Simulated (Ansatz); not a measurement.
System: AlCo.

Input file:

```
crystal:
  lattice:
    - [2.81940321, 0.0, 0.0]
    - [0.0, 2.81940321, 0.0]
    - [0.0, 0.0, 2.81940321]
  atoms:
    - { symbol: Al, position: [0.0, 0.0, 0.0] }
    - { symbol: Co, position: [0.5, 0.5, 0.5] }
basis:
  ecutwfc: 420
kpoints:
  mp_grid: { grid: [14, 14, 14] }
hamiltonian:
  xc: pbesol
scf:
  occupations: { method: gaussian, width: 0.1 }
output:
  forces: true
  stress: true
  eigenvalues: true
  write_density: true
  write_potential: true
  elf: true
  volumetric_format: npy
relax:
  adjacent_minimum: "off"
  f_tol: 0.005
  max_steps: 80
  cell: { stress_tol: 0.05 }
```

Command:

```sh
ansatz run input.yaml --threads 4 --pin off --max-ram 11264MiB --backend cpu --events-out ev --progress --plain --runs-dir out
```

Below, planes, directions and counts refer to the conventional cell (a = 2.82 Å, b = 2.82 Å, c = 2.82 Å, α = 90.00°, β = 90.00°, γ = 90.00°).

The fields are those of the relaxed geometry.

Space group Pm-3m; a structure from a database of computed crystals, not necessarily the ambient phase; computed without spin polarisation.

Computed with DFT PBEsol, scalar-relativistic, plane waves, PAW (Ansatz).

Question: What will maps of the valence pseudo-density and electron localisation function show?

Answer: Al–Co (2.44 Å): the density is about 0.33 e/Å³ at the midpoint; the ELF is about 0.40 at the midpoint.

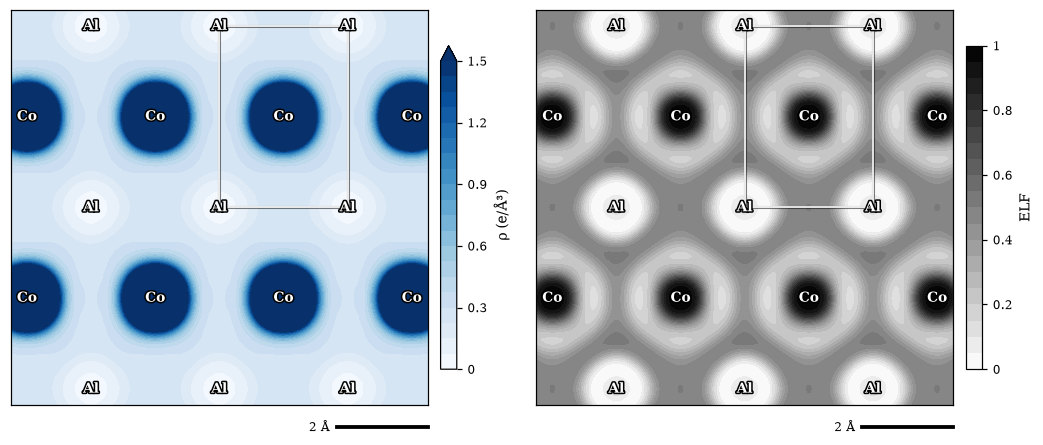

Computed valence pseudo-density and electron localisation function on the (101̄) plane of the conventional cell, in this order. 

The density is the valence pseudo-density of a PAW calculation; it isn't the true density close to the nuclei.
